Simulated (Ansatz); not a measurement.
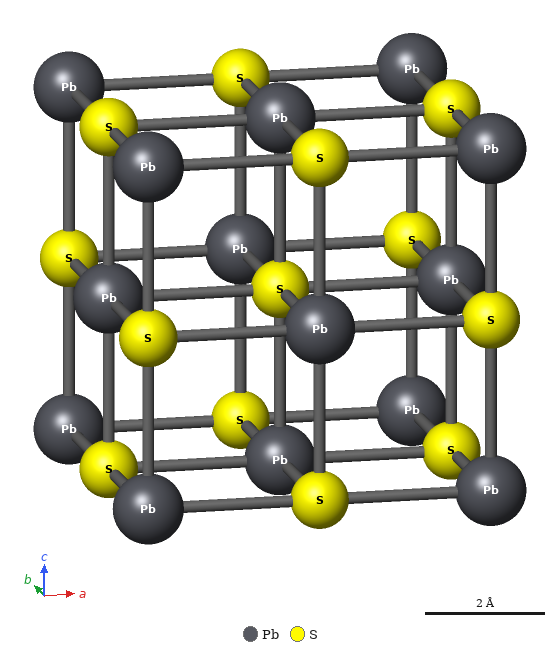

The starting point is a symmetric starting cell of PbS. Style: ball-and-stick. Shown: the conventional cell (4 times the calculation's cell), slightly off an axis. Lengths and directions refer to the drawn axes.

These are results of Ansatz, DFT PBE, scalar-relativistic, plane waves, PAW, not measurements. Settings: plane-wave cutoff 420 eV; k-point mesh 10 × 10 × 10; occupations gaussian; smearing width 0.05 eV; no spin polarisation.

The variant: All lengths are scaled by −3.6 % (volume −10.4 %), the atoms keeping their fractional coordinates. No relaxation follows. The starting cell wasn't computed here and needn't be at equilibrium, so pressure and forces aren't due to the change alone.

> Predict the response.

Near-neighbour distances before and after: Pb–S 2.965 → 2.859 Å. The space group stays Fm-3m (No. 225). The pressure is 10.7 GPa (not all of it need come from the change, since the unchanged cell can be under pressure at this level too). All forces vanish by symmetry.

Drawn alike, the variant:

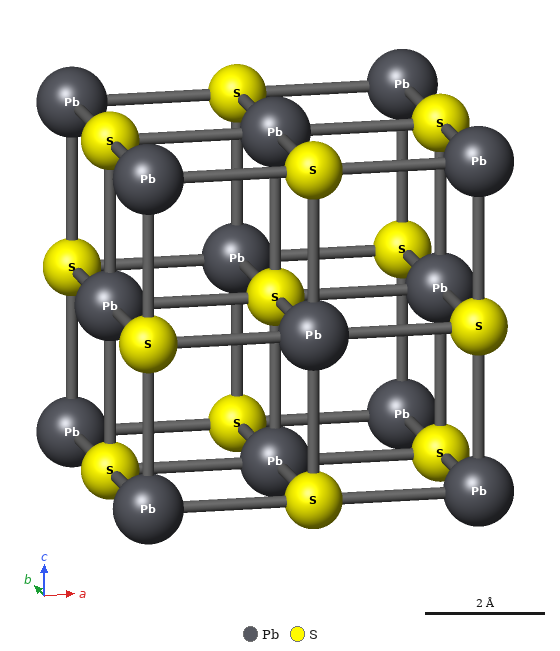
